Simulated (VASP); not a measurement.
# BP: cell size against the level of theory, part 2 of 3

Which functional gives the lattice of BP as experiment finds it, and is a dearer one worth its cost? LASPH is on for some levels and off for others; the table marks which. The start is a cell from a database of measured crystal structures.

VASP 6.6.1, plane waves and PAW; the level of theory is named at each step.

So far. Step 2 (Relaxation with LDA): It ends with forces that vanish by symmetry and a pressure of -0.01 GPa. The volume lies -2.6 % from that of the database's start, which holds the thermal and zero-point expansion of its experiment. The conventional cell has a = 4.499 Å.

## 3. Relaxation with PBE

This step: PBE; plane waves and PAW (B, P) (VASP 6.6.1).

PBE, the usual starting point, adds the gradient of the density.

INCAR

```
SYSTEM = BP
PREC = Accurate
ENCUT = 520
EDIFF = 1E-06
NELM = 100
ISMEAR = -1
SIGMA = 0.05
LREAL = .FALSE.
ALGO = Normal
GGA = PE
NBANDS = 10
LORBIT = 11
LWAVE = .FALSE.
LCHARG = .FALSE.
KPAR = 2
IBRION = 2
NSW = 60
ISIF = 3
EDIFFG = -0.01
```

POSCAR

```
BP
1.0
    0.0000000000      2.2690000000      2.2690000000
    2.2690000000      0.0000000000      2.2690000000
    2.2690000000      2.2690000000      0.0000000000
B P
1 1
Direct
    0.0000000000      0.0000000000      0.0000000000
    0.2500000000      0.2500000000      0.2500000000
```

KPOINTS

```
Automatic mesh
0
Gamma
10 10 10
0 0 0
```

The projector-augmented-wave data sets are B and P (PBE family, release 64).

On the command line:

```sh
$ mpirun -np 2 vasp_std
```

The log of the run:

```text
[banner, memory and clock lines left out]
running    2 mpi-ranks, on    1 nodes
 distrk:  each k-point on    1 cores,    2 groups
 distr:  one band on    1 cores,    1 groups

 POSCAR found type information on POSCAR B P
 POSCAR found :  2 types and       2 ions
 LDA part: xc-table for (Slater+PW92), standard interpolation
 POSCAR, INCAR and KPOINTS ok, starting setup
 FFT: planning ... GRIDC
 FFT: planning ... GRID_SOFT
 FFT: planning ... GRID
 WAVECAR not read
 entering main loop
       N       E                     dE             d eps       ncg     rms          rms(c)
DAV:   1     0.993630102421E+01    0.99363E+01   -0.40213E+03   940   0.717E+02
DAV:   2    -0.130464903521E+02   -0.22983E+02   -0.21692E+02  1308   0.113E+02
DAV:   3    -0.136358994853E+02   -0.58941E+00   -0.58868E+00  1152   0.169E+01
DAV:   4    -0.136380096747E+02   -0.21102E-02   -0.21099E-02  1186   0.117E+00
DAV:   5    -0.136380195578E+02   -0.98832E-05   -0.98823E-05  1136   0.714E-02    0.721E+00
DAV:   6    -0.130285144773E+02    0.60951E+00   -0.14491E+00  1060   0.561E+00    0.390E+00
DAV:   7    -0.129378827199E+02    0.90632E-01   -0.24117E-01  1230   0.262E+00    0.132E+00
DAV:   8    -0.129299597934E+02    0.79229E-02   -0.28390E-02  1076   0.100E+00    0.205E-01
DAV:   9    -0.129302727298E+02   -0.31294E-03   -0.66287E-04  1088   0.188E-01    0.121E-01
DAV:  10    -0.129304706191E+02   -0.19789E-03   -0.28729E-04  1128   0.111E-01    0.294E-02
DAV:  11    -0.129304798972E+02   -0.92781E-05   -0.99467E-06  1228   0.226E-02    0.312E-02
DAV:  12    -0.129304808754E+02   -0.97820E-06   -0.38633E-06  1062   0.107E-02
   1 F= -.12930481E+02 E0= -.12930481E+02  d E =-.129305E+02
 curvature:   0.00 expect dE= 0.000E+00 dE for cont linesearch  0.000E+00
 trial: gam= 0.00000 g(F)=  0.421E-48 g(S)=  0.123E-02 ort = 0.000E+00 (trialstep = 0.100E+01)
 search vector abs. value=  0.123E-02
 bond charge predicted
       N       E                     dE             d eps       ncg     rms          rms(c)
DAV:   1    -0.129314413270E+02   -0.96143E-03   -0.24928E-02  1060   0.102E+00    0.191E-01
DAV:   2    -0.129308387650E+02    0.60256E-03   -0.12659E-03  1048   0.189E-01    0.105E-01
DAV:   3    -0.129306706884E+02    0.16808E-03   -0.34612E-04  1072   0.901E-02    0.287E-02
DAV:   4    -0.129306556816E+02    0.15007E-04   -0.14000E-05  1116   0.232E-02    0.226E-02
DAV:   5    -0.129306514965E+02    0.41852E-05   -0.35288E-06  1072   0.114E-02    0.115E-02
DAV:   6    -0.129306510556E+02    0.44081E-06   -0.11817E-07   504   0.241E-03
   2 F= -.12930651E+02 E0= -.12930651E+02  d E =-.170180E-03
 trial-energy change:   -0.000170  1 .order   -0.000177   -0.001227    0.000873
 step:   0.5795(harm=  0.5845)  dis= 0.00000  next Energy=   -12.930835 (dE=-0.354E-03)
 bond charge predicted
       N       E                     dE             d eps       ncg     rms          rms(c)
DAV:   1    -0.129309709472E+02   -0.31945E-03   -0.44140E-03  1062   0.431E-01    0.820E-02
DAV:   2    -0.129308641682E+02    0.10678E-03   -0.22351E-04  1056   0.797E-02    0.451E-02
DAV:   3    -0.129308364641E+02    0.27704E-04   -0.61734E-05  1060   0.380E-02    0.121E-02
DAV:   4    -0.129308352414E+02    0.12228E-05   -0.24123E-06   938   0.969E-03    0.927E-03
DAV:   5    -0.129308355787E+02   -0.33736E-06   -0.63709E-07   490   0.513E-03
   3 F= -.12930836E+02 E0= -.12930836E+02  d E =-.354703E-03
 curvature:  -0.29 expect dE=-0.309E-07 dE for cont linesearch -0.309E-07
 trial: gam=-0.00919 g(F)=  0.162E-48 g(S)=  0.106E-06 ort = 0.114E-04 (trialstep = 0.916E+00)
 search vector abs. value=  0.109E-09
 reached required accuracy - stopping structural energy minimisation
```

Elapsed: 5.4 s, on 2 MPI ranks of Intel Xeon 6975P-C (Granite Rapids), shared host; peak memory 0.26 GiB.

From OUTCAR (step 3):

```text
The static configuration has the point symmetry T_d .

 Found     47 irreducible k-points:

   NELECT =       8.0000    total number of electrons

 E-fermi :   7.9733

 k-point     1 :       0.0000    0.0000    0.0000
  band No.  band energies     occupation
      1      -8.0434      2.00000
      2       7.3684      1.99999
      3       7.3684      1.99999
      4       7.3684      1.99999
      5      10.7611      0.00000
      6      10.7611      0.00000
      7      10.7611      0.00000
      8      14.6597      0.00000
      9      18.8448      0.00000
    ...

 k-point     2 :       0.1000    0.0000    0.0000
  band No.  band energies     occupation
      1      -7.8641      2.00000
      2       6.0702      2.00000
      3       7.0750      2.00000
      4       7.0750      2.00000
      5      11.1673      0.00000
      6      11.1673      0.00000
      7      11.1923      0.00000
      8      15.1865      0.00000
      9      18.8011      0.00000
    ...

  Total        0.0012083      0.0012083      0.0012083     -0.0000000     -0.0000000      0.0000000
  in kB        0.0824101      0.0824101      0.0824101     -0.0000000     -0.0000000      0.0000000
  external PRESSURE =       0.0824101 kB  Pullay stress =       0.0000000 kB

  energy-cutoff  :      520.00
  volume of cell :       23.49
      direct lattice vectors                 reciprocal lattice vectors
     0.000000000  2.273130303  2.273130303    -0.219960994  0.219960994  0.219960994
     2.273130303  0.000000000  2.273130303     0.219960994 -0.219960994  0.219960994
     2.273130303  2.273130303 -0.000000000     0.219960994  0.219960994 -0.219960994

 POSITION                                       TOTAL-FORCE (eV/Angst)
 -----------------------------------------------------------------------------------
      0.00000      0.00000      0.00000        -0.000000     -0.000000     -0.000000
      1.13657      1.13657      1.13657         0.000000      0.000000      0.000000
 -----------------------------------------------------------------------------------
    total drift:                                0.000000      0.000000      0.000000

  FREE ENERGIE OF THE ION-ELECTRON SYSTEM (eV)
  ---------------------------------------------------
  free  energy   TOTEN  =       -12.9308355787 eV

  energy  without entropy=      -12.9308355316  energy(sigma->0) =      -12.93083556

 total charge
# of ion       s       p       d       tot
------------------------------------------
    1        0.666   1.268   0.000   1.934
    2        0.992   1.573   0.000   2.566
--------------------------------------------------
tot          1.659   2.841   0.000   4.500

[... 8 parts as in an earlier step ...]

[... 5 further parts left out ...]
```

CONTCAR:

```
BP
   1.00000000000000
     0.0000000000000000    2.2731303028775827    2.2731303028775827
     2.2731303028775827    0.0000000000000000    2.2731303028775827
     2.2731303028775827    2.2731303028775827   -0.0000000000000000
  B               P
     1     1
Direct
     0.0000000000000000    0.0000000000000000    0.0000000000000000
     0.2500000000000000    0.2500000000000000    0.2500000000000000
```

Step by step:

```
step  energy less that of the first step (eV)  largest force (eV/Å)  pressure (GPa)  volume (Å³)
   1                                   0.0000                0.0000            0.89        23.36
   2                                  -0.0002                0.0000           -0.63        23.58
   3                                  -0.0004                0.0000            0.01        23.49
```

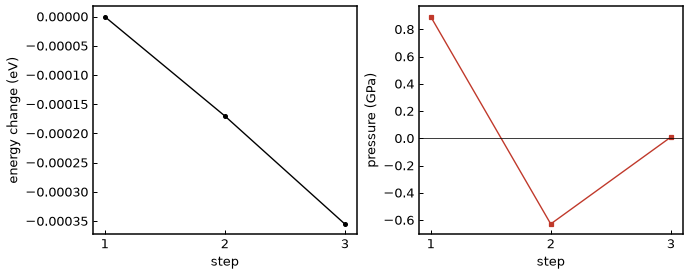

Energy and pressure along the relaxation.

```
conventional cell, symmetrised  before  after  change
                         a (Å)   4.538  4.546  +0.2 %
                         b (Å)   4.538  4.546  +0.2 %
                         c (Å)   4.538  4.546  +0.2 %
              volume (Å³/atom)   11.68  11.75  +0.5 %
```

The relaxed structure:

```xyz
2
Lattice="0.0000 2.2731 2.2731 2.2731 0.0000 2.2731 2.2731 2.2731 0.0000" Properties=species:S:1:pos:R:3 pbc="T T T"
B     0.0000    0.0000    0.0000
P     1.1366    1.1366    1.1366
```

Numbers from this step:

- free energy (TOTEN): -12.93 eV
- Fermi energy: 7.973 eV
- pressure: 0.008241 GPa
- SCF cycles over all ionic steps: 23
- gap on the k-mesh: 1.247 eV
- least direct gap on the k-mesh: 3.393 eV

It ends at 11.75 Å³/atom, +0.5 % from the start, with 0.01 GPa left. The conventional cell has a = 4.546 Å.

## 4. Relaxation with r2SCAN

This step: r2SCAN; plane waves and PAW (B, P) (VASP 6.6.1).

r2SCAN adds the kinetic-energy density, costs more than a GGA and is run with LASPH.

INCAR: that of step 3 with these lines changed.

```diff
@@ -9,3 +9,4 @@
 ALGO = Normal
-GGA = PE
+METAGGA = R2SCAN
+LASPH = .TRUE.
 NBANDS = 10
```

POSCAR is that of step 3.

KPOINTS is that of step 3.

On the command line:

```sh
$ mpirun -np 2 vasp_std
```

The log of the run:

```text
[banner, memory and clock lines left out]
running    2 mpi-ranks, on    1 nodes
[...]
[... a notice as in an earlier step ...]

 LDA part: xc-table for (None), standard interpolation
 POSCAR, INCAR and KPOINTS ok, starting setup
[...]
entering main loop
       N       E                     dE             d eps       ncg     rms          rms(c)
DAV:   1     0.496944581749E+01    0.49694E+01   -0.41469E+03   940   0.737E+02
DAV:   2    -0.185764088345E+02   -0.23546E+02   -0.22215E+02  1300   0.116E+02
DAV:   3    -0.191730003079E+02   -0.59659E+00   -0.59587E+00  1162   0.173E+01
DAV:   4    -0.191749997312E+02   -0.19994E-02   -0.19992E-02  1206   0.115E+00
[...]
DAV:   9    -0.173111806131E+02   -0.31194E-03   -0.66423E-04  1106   0.208E-01    0.673E-02
DAV:  10    -0.173112542330E+02   -0.73620E-04   -0.79014E-05  1090   0.756E-02    0.212E-02
DAV:  11    -0.173112548443E+02   -0.61129E-06   -0.45745E-06  1228   0.164E-02
   1 F= -.17311255E+02 E0= -.17311255E+02  d E =-.173113E+02
[...]
N       E                     dE             d eps       ncg     rms          rms(c)
DAV:   1    -0.173115078075E+02   -0.25357E-03   -0.12468E-02  1066   0.736E-01    0.157E-01
DAV:   2    -0.173113972131E+02    0.11059E-03   -0.56487E-04  1094   0.152E-01    0.919E-02
DAV:   3    -0.173113401311E+02    0.57082E-04   -0.17599E-04  1050   0.739E-02    0.339E-02
DAV:   4    -0.173113395752E+02    0.55595E-06   -0.38332E-06  1122   0.142E-02
   2 F= -.17311340E+02 E0= -.17311340E+02  d E =-.847309E-04
 trial-energy change:   -0.000085  1 .order   -0.000088   -0.000672    0.000496
 step:   0.5755(harm=  0.5755)  dis= 0.00000  next Energy=   -17.311448 (dE=-0.193E-03)
[...]
N       E                     dE             d eps       ncg     rms          rms(c)
DAV:   1    -0.173114850005E+02   -0.14487E-03   -0.23058E-03  1062   0.317E-01    0.768E-02
DAV:   2    -0.173114647911E+02    0.20209E-04   -0.10247E-04  1088   0.647E-02    0.450E-02
DAV:   3    -0.173114536127E+02    0.11178E-04   -0.32162E-05  1046   0.313E-02    0.124E-02
DAV:   4    -0.173114527351E+02    0.87756E-06   -0.74715E-07   620   0.610E-03
   3 F= -.17311453E+02 E0= -.17311453E+02  d E =-.197891E-03
[...]
reached required accuracy - stopping structural energy minimisation
```

Elapsed: 17 s, on 2 MPI ranks; peak memory 0.26 GiB; 33 s of CPU time.

From OUTCAR (step 4):

```text
  Total        0.0029603      0.0029603      0.0029603      0.0000000      0.0000000      0.0000000
  in kB        0.2038247      0.2038247      0.2038247      0.0000000      0.0000000      0.0000000
  external PRESSURE =       0.2038247 kB  Pullay stress =       0.0000000 kB

 POSITION                                       TOTAL-FORCE (eV/Angst)
 -----------------------------------------------------------------------------------
      0.00000      0.00000      0.00000        -0.000000      0.000000     -0.000000
      1.13298      1.13298      1.13298         0.000000     -0.000000      0.000000
 -----------------------------------------------------------------------------------
    total drift:                                0.000000      0.000000      0.000000

  FREE ENERGIE OF THE ION-ELECTRON SYSTEM (eV)
  ---------------------------------------------------
  free  energy   TOTEN  =       -17.3114527351 eV

  energy  without entropy=      -17.3114527275  energy(sigma->0) =      -17.31145273

[... 2 parts as in an earlier step ...]

[... 2 further parts left out ...]
[key lines of the parts left out:]
E-fermi :   8.1383
```

The PAW data sets were made with PBE, which is usual practice but a small mismatch for other functionals.

Step by step:

```
step  energy less that of the first step (eV)  largest force (eV/Å)  pressure (GPa)  volume (Å³)
   1                                   0.0000                0.0000           -0.66        23.36
   2                                  -0.0001                0.0000            0.49        23.20
   3                                  -0.0002                0.0000            0.02        23.27
```

```
conventional cell, symmetrised  before  after  change
                         a (Å)   4.538  4.532  -0.1 %
                         b (Å)   4.538  4.532  -0.1 %
                         c (Å)   4.538  4.532  -0.1 %
              volume (Å³/atom)   11.68  11.63  -0.4 %
```

The relaxed structure:

```cif
data_structure
_symmetry_space_group_name_H-M 'P 1'
_symmetry_Int_Tables_number 1
_cell_length_a 3.2046
_cell_length_b 3.2046
_cell_length_c 3.2046
_cell_angle_alpha 60.000
_cell_angle_beta 60.000
_cell_angle_gamma 60.000
_cell_volume 23.27
loop_
_atom_site_label
_atom_site_type_symbol
_atom_site_fract_x
_atom_site_fract_y
_atom_site_fract_z
_atom_site_occupancy
B1 B 0.00000 0.00000 0.00000 1
P2 P 0.25000 0.25000 0.25000 1
```

It ends at 11.63 Å³/atom, -0.4 % from the start, with 0.02 GPa left. The conventional cell has a = 4.532 Å.

## 5. Relaxation with PBE + D3(BJ)

This step: PBE with D3(BJ); plane waves and PAW (B, P) (VASP 6.6.1).

A dispersion term adds the long-range attraction that semilocal functionals lack. D3 with Becke-Johnson damping keeps a finite attraction at short range.

INCAR: that of step 4 with these lines changed.

```diff
@@ -9,4 +9,4 @@
 ALGO = Normal
-METAGGA = R2SCAN
-LASPH = .TRUE.
+GGA = PE
+IVDW = 12
 NBANDS = 10
```

POSCAR is that of step 4.

KPOINTS is that of step 4.

On the command line:

```sh
$ mpirun -np 2 vasp_std
```

The log of the run:

```text
[... set-up lines as in an earlier step ...]
 entering main loop
       N       E                     dE             d eps       ncg     rms          rms(c)
[... 12 cycles as in an earlier step ...]
   1 F= -.13577348E+02 E0= -.13577348E+02  d E =-.135773E+02
[...]
N       E                     dE             d eps       ncg     rms          rms(c)
DAV:   1    -0.129205414621E+02    0.99384E-02   -0.40291E-01  1056   0.418E+00    0.806E-01
DAV:   2    -0.129109906692E+02    0.95508E-02   -0.19001E-02  1046   0.752E-01    0.447E-01
DAV:   3    -0.129082948575E+02    0.26958E-02   -0.58464E-03  1058   0.369E-01    0.129E-01
DAV:   4    -0.129081293627E+02    0.16549E-03   -0.19055E-04  1116   0.878E-02    0.997E-02
DAV:   5    -0.129080942000E+02    0.35163E-04   -0.62608E-05  1100   0.482E-02    0.468E-02
DAV:   6    -0.129080955492E+02   -0.13491E-05   -0.19315E-06  1024   0.101E-02    0.595E-03
DAV:   7    -0.129080958253E+02   -0.27614E-06   -0.16331E-07   492   0.224E-03
   2 F= -.13579895E+02 E0= -.13579895E+02  d E =-.254769E-02
 trial-energy change:   -0.002548  1 .order   -0.002315   -0.019447    0.014818
 step:   0.5775(harm=  0.5675)  dis= 0.00000  next Energy=   -13.583008 (dE=-0.566E-02)
[...]
N       E                     dE             d eps       ncg     rms          rms(c)
DAV:   1    -0.129241499584E+02   -0.16054E-01   -0.71152E-02  1052   0.174E+00    0.335E-01
DAV:   2    -0.129224402913E+02    0.17097E-02   -0.34712E-03  1050   0.319E-01    0.185E-01
DAV:   3    -0.129219570326E+02    0.48326E-03   -0.10216E-03  1062   0.154E-01    0.489E-02
DAV:   4    -0.129219199320E+02    0.37101E-04   -0.36869E-05  1112   0.381E-02    0.385E-02
DAV:   5    -0.129219097045E+02    0.10227E-04   -0.10172E-05  1094   0.195E-02    0.193E-02
DAV:   6    -0.129219089586E+02    0.74596E-06   -0.31700E-07   496   0.406E-03
   3 F= -.13583028E+02 E0= -.13583028E+02  d E =-.568038E-02
[...]
reached required accuracy - stopping structural energy minimisation
```

Run time: 5.4 s. Hardware: 2 MPI ranks; peak memory 0.28 GiB; 9.4 s of CPU time.

OUTCAR, selected parts (step 5):

```text
 Edisp (eV)   -0.67180

 Edisp (eV)   -0.66112

  Total       0.00042     0.00042     0.00042     0.00000    -0.00000    -0.00000
  in kB       0.02923     0.02923     0.02923     0.00000    -0.00000    -0.00000
  external pressure =        0.03 kB  Pullay stress =        0.00 kB

 POSITION                                       TOTAL-FORCE (eV/Angst)
 -----------------------------------------------------------------------------------
      0.00000      0.00000      0.00000         0.000000      0.000000     -0.000000
      1.12631      1.12631      1.12631        -0.000000     -0.000000      0.000000
 -----------------------------------------------------------------------------------
    total drift:                                0.000000      0.000000      0.000000

  FREE ENERGIE OF THE ION-ELECTRON SYSTEM (eV)
  ---------------------------------------------------
  free  energy   TOTEN  =       -13.5830281088 eV

  energy  without entropy=      -13.5830280414  energy(sigma->0) =      -13.58302808

[... 2 parts as in an earlier step ...]

[... 2 further parts left out ...]
[key lines of the parts left out:]
E-fermi :   8.2775
```

The steps of the relaxation:

```
step  energy less that of the first step (eV)  largest force (eV/Å)  pressure (GPa)  volume (Å³)
   1                                   0.0000                0.0000           -3.56        23.36
   2                                  -0.0025                0.0000            2.81        22.50
   3                                  -0.0057                0.0000            0.00        22.86
```

```
conventional cell, symmetrised  before  after  change
                         a (Å)   4.538  4.505  -0.7 %
                         b (Å)   4.538  4.505  -0.7 %
                         c (Å)   4.538  4.505  -0.7 %
              volume (Å³/atom)   11.68  11.43  -2.2 %
```

Final coordinates:

```cif
data_structure
_symmetry_space_group_name_H-M 'P 1'
_symmetry_Int_Tables_number 1
_cell_length_a 3.1857
_cell_length_b 3.1857
_cell_length_c 3.1857
_cell_angle_alpha 60.000
_cell_angle_beta 60.000
_cell_angle_gamma 60.000
_cell_volume 22.86
loop_
_atom_site_label
_atom_site_type_symbol
_atom_site_fract_x
_atom_site_fract_y
_atom_site_fract_z
_atom_site_occupancy
B1 B 0.00000 0.00000 0.00000 1
P2 P 0.25000 0.25000 0.25000 1
```

It ends at 11.43 Å³/atom, -2.2 % from the start, with 0.00 GPa left. The conventional cell has a = 4.505 Å. Against plain PBE, the dispersion term moves a by -0.9 %.

(Part 2 of 3 ends here.)

[Lines on the potential files, build, host, timing and source positions are cut from VASP's logs without a mark.]

[Logs are printed without paths, hosts, clocks, repeated set-up lines and the standing remarks that a program may print on its own settings, such as how far it seeks lower states.]

[Hosts, paths, dates, database ids (printed as entryN), source tags and the programs' standing remarks are cut or masked in the printed files.]

[A measured line is paired with the nearest computed mode of its activity, which favours agreement.]
